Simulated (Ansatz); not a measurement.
```xyz
8
Lattice="0.0000 0.0000 3.8067 3.8093 0.0000 0.0000 0.0000 9.8729 -1.1420" Properties=species:S:1:pos:R:3 pbc="T T T"
Sn    2.8570    8.5517    0.3807
Sn    2.8570    3.6153    0.3807
Sn    0.9523    1.3212    2.2840
Sn    0.9523    6.2577    2.2840
O     2.8570    2.4676    2.2840
O     2.8570    7.4041    2.2840
O     0.9523    7.4053    0.3807
O     0.9523    2.4688    0.3807
```

Space group P2₁/m; a structure from a database of computed crystals, not necessarily the ambient phase; not relaxed (largest force 0.4 eV/Å).

Method: Ansatz, DFT r2SCAN, scalar-relativistic, plane waves, PAW.

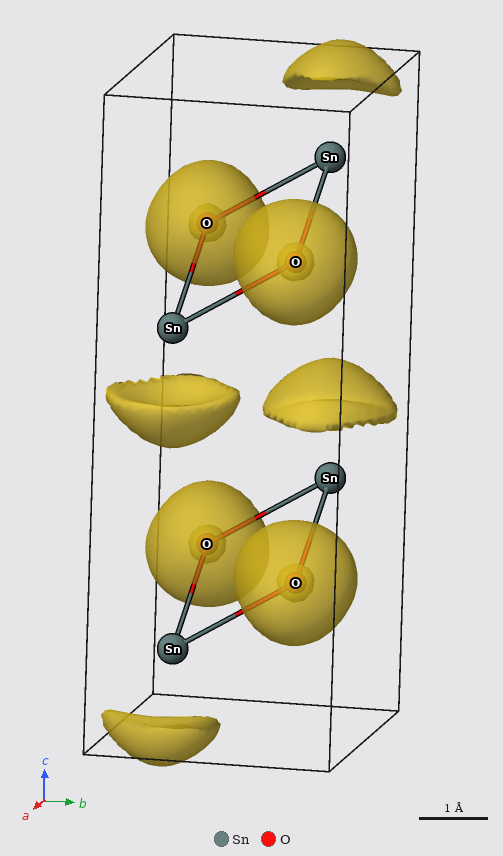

SnO. Isosurface of the electron localisation function at 0.6 (yellow), seen slightly off an axis. Core shells and regions of very low density are left out. Sticks mark near contacts.

Core electrons are frozen (PAW), and the valence fields are smoothed inside the atomic spheres.

Q: Identify the bonds, lone pairs and shells in this picture.

A: At this value the surface marks out four lobes on Sn, pointing away from the bonds (lone pairs) and four regions wrapped around O (the valence shell of each), counted in one cell of 8 atoms. Regions shared between cells count once.

Values along the shortest contacts:
Sn–O (2.22 Å): the ELF peaks at about 0.85 in the valence shell of O, 0.6 Å from its nucleus, and is about 0.20 at the midpoint: no shared electron pair shows on this line.
